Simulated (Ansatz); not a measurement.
## Geometry relaxation of C (part 1 of 2)

The run: geometry relaxation of C (Pmmm, 1 atom in the cell). Method and program: DFT PBE, scalar-relativistic, plane waves, PAW, no spin polarisation (Ansatz 0.2.0).

The structure was made by a generator, so it may or may not be a known phase. Figures and captions count atoms from 1; the log counts them from 0 in places.

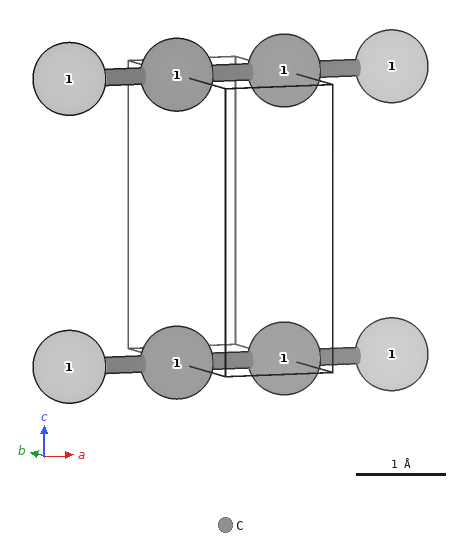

*The structure as given in the input (ball-and-stick view of the cell of the calculation, seen slightly off an axis; neighbours outside the cell are drawn fainter; atoms are numbered from 1 in the order of the input). An atom can appear more than once, as a periodic image.*

Near neighbours in the periodic cell (some may lie outside the picture): C has 2 C at 1.29 Å.

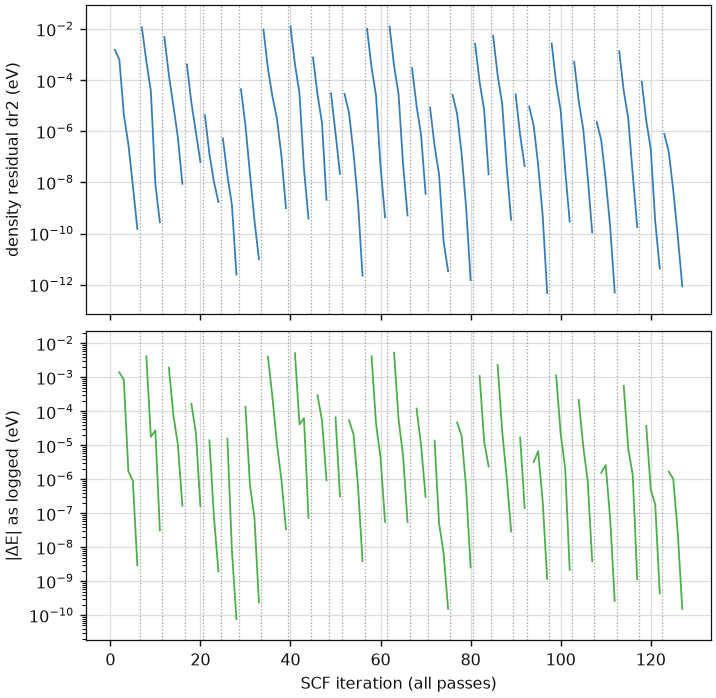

*Convergence of the self-consistent field: density residual dr2 and size of the energy change against the SCF iteration. The dotted lines part the SCF passes of the relaxation: geometry steps, rejected trials and re-solves on a re-selected basis.*

The 27 passes take 3 to 6 iterations each, 127 in all.

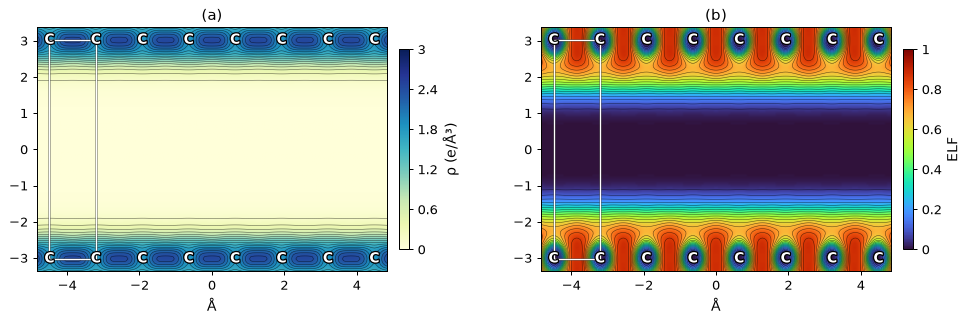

*(a) valence charge density (pseudo); (b) electron localisation function on the (110) plane of the conventional cell.*

The section cuts through C sites. C–C (1.28 Å): ρ at the midpoint is about 2.5 e/Å³, a local maximum along the line; the ELF peaks at about 0.90 between the atoms (inside overlapping PAW spheres, so only a guide) (a multiple bond by its length, whose ELF region spreads away from the axis). The density dies away to nearly zero in the voids. Core electrons are frozen (PAW), so the fields are smoothed inside the atomic spheres.

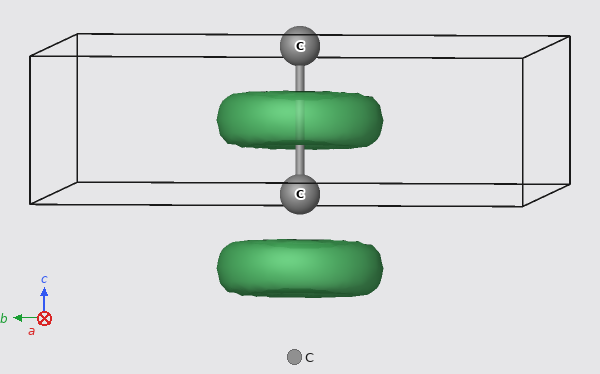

*Isosurface of the electron localisation function at 0.8 (green), seen at an oblique angle. Only the valence region is drawn (cores and ρ < 0.01 e/Å³ removed). Sticks mark near contacts. The outline is the cell set on symmetry axes.*

Profiles from the grid: C–C (1.28 Å): the ELF peaks at about 0.90 between the atoms (inside overlapping PAW spheres, so only a guide) (a double or triple bond).

The input and output of the run follow.

Input file:
```yaml
crystal:
  lattice:
    - [1.2863997475, 0.0, 0.0]
    - [0.0, 3.1825767309, 0.0]
    - [0.0, 0.0, 3.2563919204]
  atoms:
    - { symbol: C, position: [0.0, 0.5, 0.0] }
basis:
  ecutwfc: 420
kpoints:
  mp_grid: { grid: [42, 18, 18] }
hamiltonian:
  xc: pbe
scf:
  occupations: { method: gaussian, width: 0.1 }
output:
  forces: true
  stress: true
  eigenvalues: true
  write_density: true
  write_potential: true
  elf: true
  volumetric_format: npy
relax:
  adjacent_minimum: "off"
  f_tol: 0.01
  max_steps: 80
  cell: { stress_tol: 0.05 }
```

Launch command:
```bash
ansatz run input.yaml --threads 1 --pin off --max-ram 2560MiB --backend cpu --events-out ev --progress --plain --runs-dir out
```

Output:
```
Engine: ansatz 0.2.0, x86_64-unknown-linux-gnu
Pseudopotentials: kind: paw
Pseudopotential: C, paw, valence charge 4, recommended cutoff 420 eV (normal), C.paw.azcp
Functional definition: PBE
  parameter kappa = 0.804
  parameter beta = 0.06672455060314922
  exchange = pbe_x(kappa = kappa, mu = beta*pi^2/3)
  correlation = pbe_c(beta = beta)
Crystal: 1 atoms, lattice volume = 13.332 Å³
Basis set: ecut = 420 eV, 249 PW (Γ), exchange–correlation on 18×48×48 points (8 copies of the dense FFT grid, shifted against one another)
Bands: 6, of which v1, the nominal top of the filled ones, is band 2 counted from 1 (1 counted from 0)
Symmetry: 8 space group operations
Space group: Pmmm (ITA 47), of the structure as read, at distance tolerance 2.4e-5 Å
k-points: 2200 of 13608
Non-local potential: C, projectors of the file, l = 0: 2, l = 1: 2, l = 2: 1
PAW form: soft (Blöchl's): semilocal exchange-correlation on the pseudo side does not see the compensation charge
PAW one-centre angular grid: C, 110 points (default); XC on 64 Gauss nodes
Initial density: superposition of atomic densities (neutral atoms: chi_scale 0, normalization atom), corrected by the library's trained network
Initial wavefunctions: pseudopotential atomic-orbital guess
Functional: x = pbe(κ = 0.804, μ = 0.2195149727645171), c = pbe(β = 0.06672455060314922)
SCF iter   1: F=—  HF=-249.916819 eV  |F-HF|=—  |Δ(HF+E_count)|=         —  Δρ=5.10e-3  dr2=1.55e-3  ethr=1.77e-3  ⟨swp⟩=4.9  Hψ=111597  notcnv=0
preconditioner: auto → none  [metal: Δε(μ)=0.009 eV  Ē_g=21.141 eV  σ=0.100 eV  W_gap=0.05  n_scr=4 (ndim 8)  ℏωp=20.3 eV  f_vac=0.099  D(μ)=0.16/eV (n_scr^D=0)  sad-step TF]
SCF iter   2: F=—  HF=-249.918225 eV  |F-HF|=—  |Δ(HF+E_count)|=   1.41e-3  Δρ=3.06e-3  dr2=6.55e-4  ethr=3.87e-5  ⟨swp⟩=1.6  Hψ=32333  notcnv=0
SCF iter   3: F=—  HF=-249.919072 eV  |F-HF|=—  |Δ(HF+E_count)|=   8.46e-4  Δρ=2.94e-4  dr2=4.50e-6  ethr=1.64e-5  ⟨swp⟩=2.1  Hψ=19329  notcnv=0
SCF iter   4: F=—  HF=-249.919073 eV  |F-HF|=—  |Δ(HF+E_count)|=   1.76e-6  Δρ=7.55e-5  dr2=3.18e-7  ethr=1.13e-7  ⟨swp⟩=2.2  Hψ=16278  notcnv=0  defer=12
iter 5 did not close the SCF: its close was put off for the readings that it lacked (scf_convergence_deferred on its scf_iter line)
SCF iter   5: F=-249.919074 eV  HF=-249.919074 eV  |F-HF|=3.98e-9  |Δ(HF+E_count)|=   9.05e-7  Δρ=1.04e-5  dr2=7.65e-9  ethr=7.94e-9  ⟨swp⟩=2.1  Hψ=16569  notcnv=0  defer=12
SCF iter   6: F=-249.919074 eV  HF=-249.919074 eV  |F-HF|=3.67e-10  |Δ(HF+E_count)|=   2.94e-9  Δρ=1.72e-6  dr2=1.51e-10  ethr=1.91e-10  ⟨swp⟩=6.4  Hψ=68969  notcnv=0
SCF 1 converged in 6 iterations: F = -249.919074 eV  dr2 = 1.51e-10
  greatest PAW one-centre occupation: 0.692 electrons in one spin orbital (limit 2), on the C atom at site 0 (counted from 0), in its partial waves of l = 0
relax step   1: F+E_penalty+E_count = -249.91907429 eV  Δ(F+E_penalty+E_count) = +0.000e0 eV  max|allowed force component| = 0.000e0 eV/Å  Δτ_max = 0.0000 Å  P = +0.569 GPa  Ω = 13.332 Å³  (6 SCF iters, dr2 threshold 1.00e-7 eV, accepted)
Crystal: 1 atoms, lattice volume = 14.464 Å³
Basis set: ecut = 420 eV, 261 PW (Γ), exchange–correlation on 18×48×48 points (8 copies of the dense FFT grid, shifted against one another)
Initial density: handed on by an earlier stage of this run
Initial wavefunctions: those handed on with the density
iter 1 solved again at ethr=3.06e-4 eV; its pass at ethr=3.10e-3 eV (dr2=1.22e-2 eV) is discarded
SCF iter   1: F=—  HF=-249.937407 eV  |F-HF|=—  |Δ(HF+E_count)|=         —  Δρ=7.48e-3  dr2=1.17e-2  ethr=3.06e-4  ⟨swp⟩=1.0  Hψ=148240  notcnv=0
preconditioner: auto → none  [metal: Δε(μ)=0.010 eV  Ē_g=20.729 eV  σ=0.100 eV  W_gap=0.06  n_scr=4 (ndim 8)  ℏωp=19.5 eV  f_vac=0.141  D(μ)=0.25/eV (n_scr^D=0)]
SCF iter   2: F=—  HF=-249.933228 eV  |F-HF|=—  |Δ(HF+E_count)|=   4.18e-3  Δρ=2.20e-3  dr2=5.53e-4  ethr=2.93e-4  ⟨swp⟩=2.8  Hψ=22030  notcnv=0
SCF iter   3: F=—  HF=-249.933246 eV  |F-HF|=—  |Δ(HF+E_count)|=   1.79e-5  Δρ=8.28e-4  dr2=3.77e-5  ethr=1.38e-5  ⟨swp⟩=2.0  Hψ=17343  notcnv=0
SCF iter   4: F=—  HF=-249.933273 eV  |F-HF|=—  |Δ(HF+E_count)|=   2.77e-5  Δρ=1.56e-5  dr2=8.90e-9  ethr=2.50e-9  ⟨swp⟩=7.9  Hψ=97655  notcnv=0
SCF iter   5: F=-249.933273 eV  HF=-249.933273 eV  |F-HF|=1.27e-9  |Δ(HF+E_count)|=   3.17e-8  Δρ=2.60e-6  dr2=2.76e-10  ethr=2.22e-10  ⟨swp⟩=4.4  Hψ=51970  notcnv=0
SCF 2 converged in 5 iterations: F = -249.933273 eV  dr2 = 2.76e-10
  greatest PAW one-centre occupation: 0.693 electrons in one spin orbital (limit 2), on the C atom at site 0 (counted from 0), in its partial waves of l = 0
relax step   2: F+E_penalty+E_count = -249.93327332 eV  Δ(F+E_penalty+E_count) = -1.420e-2 eV  max|allowed force component| = 0.000e0 eV/Å  Δτ_max = 0.0000 Å  P = +0.654 GPa  Ω = 14.464 Å³  energy of the carried Pulay correction = -3.004e-3 eV  (5 SCF iters, dr2 threshold 1.00e-7 eV, accepted)
[... from here on the SCF iterations and repeated set-up lines of each step are left out, up to the last step ...]
SCF 3 converged in 5 iterations: F = -249.934886 eV  dr2 = 8.86e-9
relax step   3: F+E_penalty+E_count = -249.93488625 eV  Δ(F+E_penalty+E_count) = -1.613e-3 eV  max|allowed force component| = 0.000e0 eV/Å  Δτ_max = 0.0000 Å  P = +0.178 GPa  Ω = 15.198 Å³  energy of the carried Pulay correction = -4.828e-3 eV  (5 SCF iters, dr2 threshold 1.00e-7 eV, accepted)
SCF 4 converged in 4 iterations: F = -249.934564 eV  dr2 = 6.33e-8
relax step   4: F+E_penalty+E_count = -249.93456395 eV  Δ(F+E_penalty+E_count) = +3.223e-4 eV  max|allowed force component| = 0.000e0 eV/Å  Δτ_max = 0.0000 Å  P = +0.009 GPa  Ω = 15.417 Å³  energy of the carried Pulay correction = -5.353e-3 eV  (4 SCF iters, dr2 threshold 1.00e-7 eV, accepted)
SCF 5 converged in 4 iterations: F = -249.934520 eV  dr2 = 1.72e-9
relax step   5: F+E_penalty+E_count = -249.93451957 eV  Δ(F+E_penalty+E_count) = +4.438e-5 eV  max|allowed force component| = 0.000e0 eV/Å  Δτ_max = 0.0000 Å  P = -0.004 GPa  Ω = 15.437 Å³  energy of the carried Pulay correction = -5.401e-3 eV  (4 SCF iters, dr2 threshold 7.33e-9 eV, accepted)
SCF 6 converged in 4 iterations: F = -249.934506 eV  dr2 = 2.47e-12
relax step   6: F+E_penalty+E_count = -249.93450604 eV  Δ(F+E_penalty+E_count) = +1.353e-5 eV  max|allowed force component| = 0.000e0 eV/Å  Δτ_max = 0.0000 Å  P = -0.003 GPa  Ω = 15.444 Å³  energy of the carried Pulay correction = -5.417e-3 eV  (4 SCF iters, accepted)
SCF 7 converged in 5 iterations: F = -249.947411 eV  dr2 = 9.90e-12
relax step   7: F+E_penalty+E_count = -249.94741130 eV  Δ(F+E_penalty+E_count) = -1.291e-2 eV  max|allowed force component| = 0.000e0 eV/Å  Δτ_max = 0.0000 Å  P = +0.954 GPa  Ω = 15.444 Å³  stress off target by 1.30e0 GPa  SCF on the basis re-selected at this cell (its energy is not comparable with the rows above)  (5 SCF iters)
SCF 8 converged in 6 iterations: F = -249.951157 eV  dr2 = 9.88e-10
relax step   8: F+E_penalty+E_count = -249.95115675 eV  Δ(F+E_penalty+E_count) = -3.745e-3 eV  max|allowed force component| = 0.000e0 eV/Å  Δτ_max = 0.0000 Å  P = +0.393 GPa  Ω = 16.511 Å³  energy of the carried Pulay correction = -2.579e-3 eV  (6 SCF iters, dr2 threshold 1.00e-7 eV, accepted)
SCF 9 converged in 5 iterations: F = -249.950356 eV  dr2 = 3.83e-10
relax step   9: F+E_penalty+E_count = -249.95035606 eV  Δ(F+E_penalty+E_count) = +8.007e-4 eV  max|allowed force component| = 0.000e0 eV/Å  Δτ_max = 0.0000 Å  P = -0.159 GPa  Ω = 17.810 Å³  energy of the carried Pulay correction = -5.524e-3 eV  (5 SCF iters, dr2 threshold 1.00e-7 eV, accepted)
SCF 10 converged in 4 iterations: F = -249.951251 eV  dr2 = 2.08e-9
relax step  10: F+E_penalty+E_count = -249.95125114 eV  Δ(F+E_penalty+E_count) = -8.951e-4 eV  max|allowed force component| = 0.000e0 eV/Å  Δτ_max = 0.0000 Å  P = +0.223 GPa  Ω = 17.511 Å³  energy of the carried Pulay correction = -4.870e-3 eV  (4 SCF iters, dr2 threshold 1.00e-7 eV, accepted)
SCF 11 converged in 3 iterations: F = -249.951197 eV  dr2 = 2.16e-8
relax step  11: F+E_penalty+E_count = -249.95119748 eV  Δ(F+E_penalty+E_count) = +5.366e-5 eV  max|allowed force component| = 0.000e0 eV/Å  Δτ_max = 0.0000 Å  P = -0.005 GPa  Ω = 17.548 Å³  energy of the carried Pulay correction = -4.944e-3 eV  (3 SCF iters, dr2 threshold 1.00e-7 eV, accepted)
SCF 12 converged in 5 iterations: F = -249.961329 eV  dr2 = 2.21e-12
relax step  12: F+E_penalty+E_count = -249.96132891 eV  Δ(F+E_penalty+E_count) = -1.013e-2 eV  max|allowed force component| = 0.000e0 eV/Å  Δτ_max = 0.0000 Å  P = +0.657 GPa  Ω = 17.548 Å³  stress off target by 9.12e-1 GPa  SCF on the basis re-selected at this cell (its energy is not comparable with the rows above)  (5 SCF iters)
SCF 13 converged in 5 iterations: F = -249.963152 eV  dr2 = 4.30e-10
relax step  13: F+E_penalty+E_count = -249.96315223 eV  Δ(F+E_penalty+E_count) = -1.823e-3 eV  max|allowed force component| = 0.000e0 eV/Å  Δτ_max = 0.0000 Å  P = +0.420 GPa  Ω = 18.734 Å³  energy of the carried Pulay correction = -3.143e-3 eV  (5 SCF iters, dr2 threshold 1.00e-7 eV, accepted)
SCF 14 converged in 5 iterations: F = -249.959517 eV  dr2 = 5.09e-10
relax step  14: F+E_penalty+E_count = -249.95951662 eV  Δ(F+E_penalty+E_count) = +3.636e-3 eV  max|allowed force component| = 0.000e0 eV/Å  Δτ_max = 0.0000 Å  P = -0.020 GPa  Ω = 20.093 Å³  energy of the carried Pulay correction = -8.351e-3 eV  (5 SCF iters, dr2 threshold 1.00e-7 eV, accepted)
SCF 15 converged in 4 iterations: F = -249.960599 eV  dr2 = 3.57e-9
relax step  15: F+E_penalty+E_count = -249.96059917 eV  Δ(F+E_penalty+E_count) = -1.083e-3 eV  max|allowed force component| = 0.000e0 eV/Å  Δτ_max = 0.0000 Å  P = +0.019 GPa  Ω = 19.862 Å³  energy of the carried Pulay correction = -7.325e-3 eV  (4 SCF iters, dr2 threshold 4.60e-8 eV, accepted)
SCF 16 converged in 5 iterations: F = -249.960449 eV  dr2 = 3.35e-12
relax step  16: F+E_penalty+E_count = -249.96044908 eV  Δ(F+E_penalty+E_count) = +1.501e-4 eV  max|allowed force component| = 0.000e0 eV/Å  Δτ_max = 0.0000 Å  P = +0.006 GPa  Ω = 19.898 Å³  energy of the carried Pulay correction = -7.479e-3 eV  (5 SCF iters, accepted)
SCF 17 converged in 5 iterations: F = -249.970072 eV  dr2 = 1.50e-12
relax step  17: F+E_penalty+E_count = -249.97007179 eV  Δ(F+E_penalty+E_count) = -9.623e-3 eV  max|allowed force component| = 0.000e0 eV/Å  Δτ_max = 0.0000 Å  P = +0.175 GPa  Ω = 19.898 Å³  stress off target by 3.59e-1 GPa  SCF on the basis re-selected at this cell (its energy is not comparable with the rows above)  (5 SCF iters)
SCF 18 converged in 4 iterations: F = -249.969770 eV  dr2 = 2.08e-8
relax step  18: F+E_penalty+E_count = -249.96977021 eV  Δ(F+E_penalty+E_count) = +3.016e-4 eV  max|allowed force component| = 0.000e0 eV/Å  Δτ_max = 0.0000 Å  P = +0.256 GPa  Ω = 20.599 Å³  energy of the carried Pulay correction = -1.489e-3 eV  (4 SCF iters, dr2 threshold 1.00e-7 eV, accepted)
SCF 19 converged in 5 iterations: F = -249.967684 eV  dr2 = 3.44e-10
relax step  19: F+E_penalty+E_count = -249.96768425 eV  Δ(F+E_penalty+E_count) = +2.086e-3 eV  max|allowed force component| = 0.000e0 eV/Å  Δτ_max = 0.0000 Å  P = +0.064 GPa  Ω = 21.578 Å³  energy of the carried Pulay correction = -4.201e-3 eV  (5 SCF iters, dr2 threshold 1.00e-7 eV, accepted)
SCF 20 converged in 3 iterations: F = -249.967484 eV  dr2 = 4.35e-8
relax step  20: F+E_penalty+E_count = -249.96748435 eV  Δ(F+E_penalty+E_count) = +1.999e-4 eV  max|allowed force component| = 0.000e0 eV/Å  Δτ_max = 0.0000 Å  P = +0.007 GPa  Ω = 21.642 Å³  energy of the carried Pulay correction = -4.405e-3 eV  (3 SCF iters, dr2 threshold 7.22e-8 eV, accepted)
SCF 21 converged in 5 iterations: F = -249.972566 eV  dr2 = 4.73e-13
relax step  21: F+E_penalty+E_count = -249.97256612 eV  Δ(F+E_penalty+E_count) = -5.082e-3 eV  max|allowed force component| = 0.000e0 eV/Å  Δτ_max = 0.0000 Å  P = +0.056 GPa  Ω = 21.642 Å³  stress off target by 1.41e-1 GPa  SCF on the basis re-selected at this cell (its energy is not comparable with the rows above)  (5 SCF iters)
SCF 22 converged in 5 iterations: F = -249.971532 eV  dr2 = 2.94e-10
relax step  22: F+E_penalty+E_count = -249.97153193 eV  Δ(F+E_penalty+E_count) = +1.034e-3 eV  max|allowed force component| = 0.000e0 eV/Å  Δτ_max = 0.0000 Å  P = +0.008 GPa  Ω = 22.377 Å³  energy of the carried Pulay correction = -1.442e-3 eV  (5 SCF iters, dr2 threshold 5.00e-8 eV, accepted)
SCF 23 converged in 5 iterations: F = -249.970805 eV  dr2 = 1.10e-10
```
